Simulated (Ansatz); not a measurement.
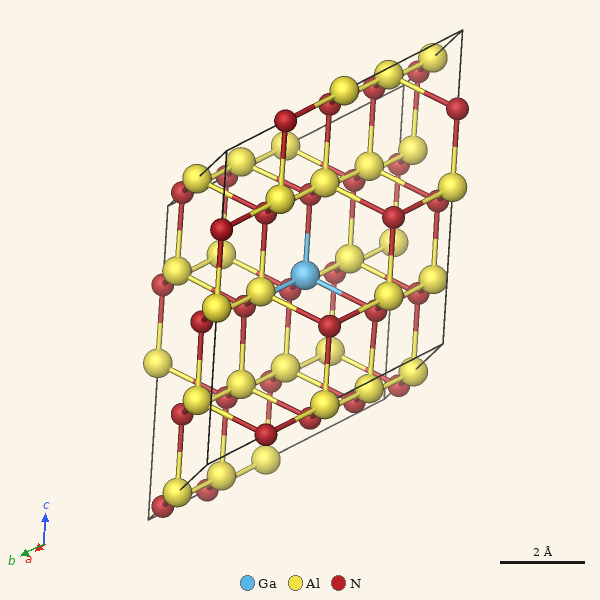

Ball-and-stick drawing of the structure, looking from a general direction. The lines enclose the supercell; boundary atoms appear with their images. The host is AlN, in a cell of 32 sites, and the cell carries a charge of -1.

What defect is present?

Gallium on an aluminium site (a substitutional impurity). It is bonded to four N in a tetrahedral arrangement at about 2.0 Å.

Theory: DFT PBE, scalar-relativistic, plane waves, PAW in Ansatz 0.2.0. Numerical settings: plane-wave cutoff 420 eV, the zone sampled with 2×2×2 points, Gaussian smearing of 0.01 eV, collinear spins.

Is a magnetic moment found?

Yes, 0.5 μB in the cell.

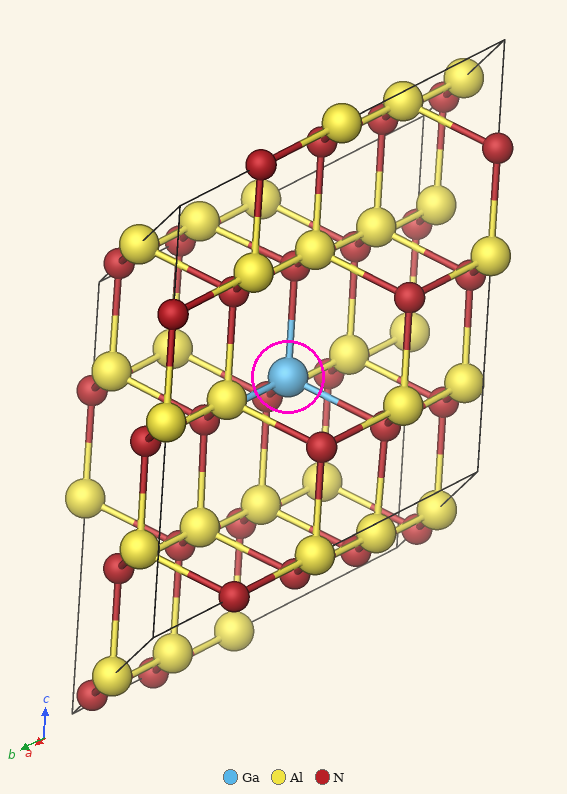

The same cell with a ring at the defect's site.

The atoms were relaxed in the host's cell with DFT PBE, scalar-relativistic, plane waves, PAW (Ansatz).
